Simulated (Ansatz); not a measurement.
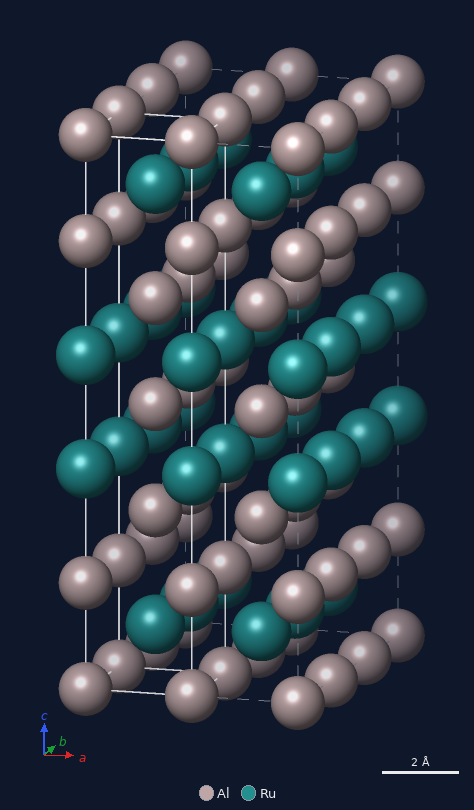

Spheres-only representation of a periodic structure, projected slightly off an axis. Solid lines give the conventional unit cell, repeated here 2×3×1 times.

In words:

It has the composition Al₃Ru₂. The symmetry is that of I4/mmm (No. 139), on a body-centred tetragonal lattice. It has 10 atoms to the cell (6 Al, 4 Ru).

The initial geometry was a structure listed in the Materials Project. It was relaxed with DFT PBEsol, scalar-relativistic, plane waves, PAW (Ansatz 0.2.0) under a constraint or pressure on the cell, so some stress remains.

At this level of theory the cell isn't at rest (compressed, at 11 GPa), so its distances can differ from those at equilibrium, the more so the softer the solid.
